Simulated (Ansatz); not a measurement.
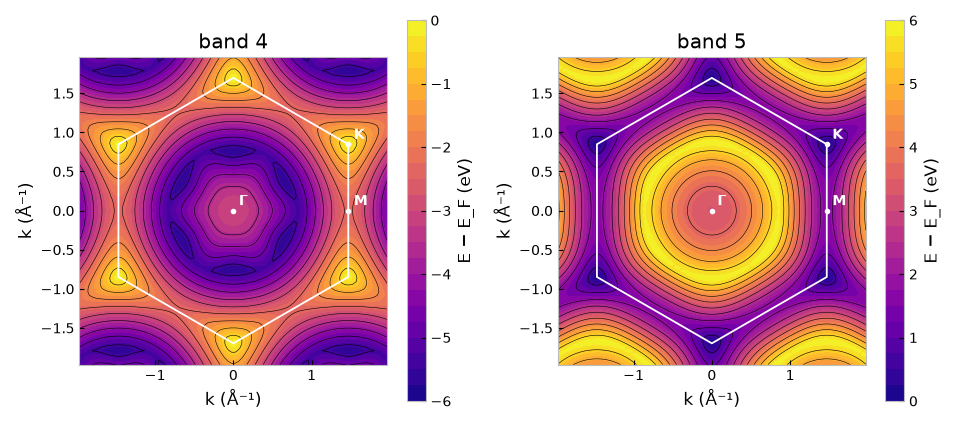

Two bands of a C monolayer (space group of the slab cell P-3m1) over the plane of the sheet: the highest mostly filled and the lowest mostly empty one.

These are results of DFT PBE, scalar-relativistic, plane waves, PAW; levels and slopes on a dense k mesh at the converged density in Ansatz 0.2.0, not measurements. No spin polarisation. Mesh 54×54×1, interpolated with the band slopes. The geometry was not relaxed (largest force 0.6 eV/Å).

Q: Give both levels and their distance at the named points.

A:
```json
{"point": "Γ", "lower band (eV)": "−3.04", "upper band (eV)": "3.24", "distance (eV)": "6.28"}
{"point": "K", "lower band (eV)": "0.00", "upper band (eV)": "0.00", "distance (eV)": "0.00"}
{"point": "M", "lower band (eV)": "−2.35", "upper band (eV)": "1.67", "distance (eV)": "4.02"}
```

Q: Is there a gap?

A: No gap shows on this mesh: the two bands touch at K, at the Fermi level, so the Fermi surface shrinks to points.
